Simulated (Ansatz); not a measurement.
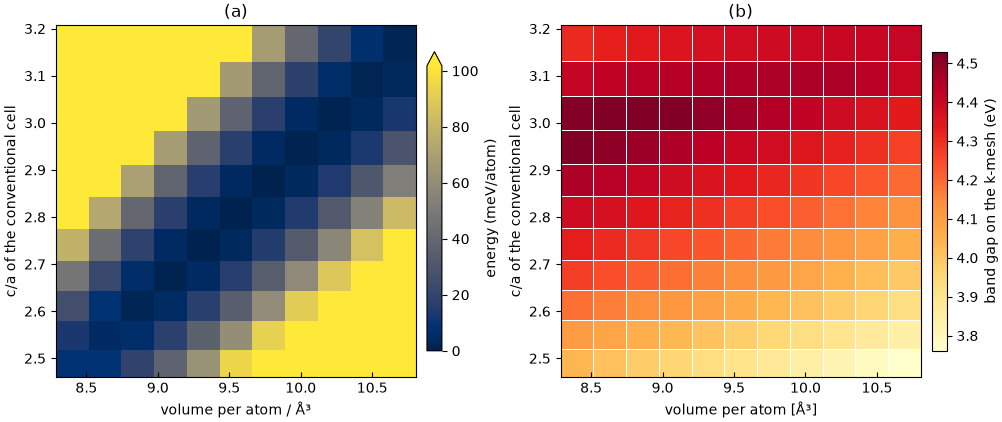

BN (P6_3/mmc, No. 194; 4 atoms in the cell). The energy is mapped over volume and the cell's shape. Coordinates scanned: (1) volume per atom; (2) c/a of the conventional cell. Nothing is relaxed (symmetry fixes all fractional coordinates). Grid: 11 × 11 points. Points are written as (first, second). Energies are in meV/atom, from the lowest grid point. Level of theory: DFT PBEsol, scalar-relativistic, plane waves, PAW in Ansatz. Settings: cutoff 520 eV, k-mesh 12×12×4 in the order of the run's cell vectors, gaussian smearing 0.05 eV, no spin polarisation.

Panel (a) is the energy and panel (b) the computed band gap on the k-mesh on the same grid.

Drawn: one coloured cell a grid point, one colour for all values above the top of the scale.

How does the band gap on the k-mesh vary over the map, and what is it at the lowest grid point?

It runs from 3.76 eV at (10.693 Å³, 2.490) to 4.53 eV at (8.860 Å³, 3.020). At the lowest grid point, (9.547 Å³, 2.809), it is 4.27 eV.

PAW datasets: the set soft_1.
